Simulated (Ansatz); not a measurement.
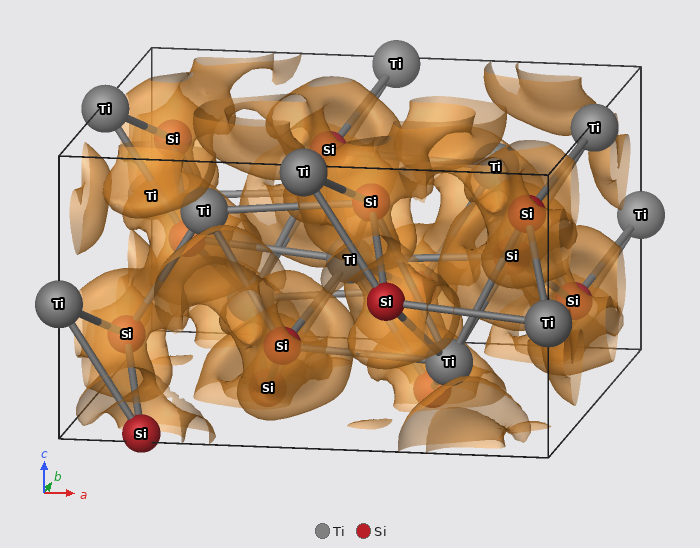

Figure 1: TiSi2. Isosurface of the ELF at 0.65 (orange), seen slightly off an axis. Core shells and regions of very low density are left out. Sticks mark near contacts.

Space group Fdd2; not relaxed (largest force 0.9 eV/Å); computed without spin polarisation.

All numbers below come from DFT PBEsol, scalar-relativistic, plane waves, PAW (Ansatz 0.2.0).

```xyz
24
Lattice="0.0000 8.1821 0.0000 0.0000 0.0000 8.4961 4.7618 0.0000 0.0000" Properties=species:S:1:pos:R:3 pbc="T T T"
Ti    3.4561    2.0455    2.1240
Ti    1.0752    6.1366    2.1240
Ti    1.0752    2.0455    6.3721
Ti    3.4561    6.1366    6.3721
Ti    2.2656    0.0000    0.0000
Ti    4.6465    4.0911    0.0000
Ti    4.6465    0.0000    4.2480
Ti    2.2656    4.0911    4.2480
Si    1.2886    0.7051    2.3265
Si    3.6695    4.7961    2.3265
Si    3.6695    0.7051    6.5745
Si    1.2886    4.7961    6.5745
Si    1.2886    3.3860    1.9216
Si    3.6695    7.4771    1.9216
Si    3.6695    3.3860    6.1696
Si    1.2886    7.4771    6.1696
Si    0.0982    1.3405    0.2025
Si    2.4791    5.4315    0.2025
Si    2.4791    1.3405    4.4505
Si    0.0982    5.4315    4.4505
Si    0.0982    2.7506    4.0456
Si    2.4791    6.8416    4.0456
Si    2.4791    2.7506    8.2936
Si    0.0982    6.8416    8.2936
```

### Describe the localisation domains.

The ELF exceeds this value in channels that run through the cell in one direction, counted in one cell of 24 atoms. Any copies at cell faces, edges or corners count once. Along the contacts the grid gives the following. Ti–Si (2.48 Å): the ELF peaks at about 0.75 in the valence shell of Si, 0.9 Å from its nucleus, and is about 0.40 at the midpoint. Si–Si (2.52 Å): the ELF peaks at about 0.80 between the atoms.

### Metal or insulator at this level of theory?

It is metallic or semimetallic at this level of theory: no gap opens.
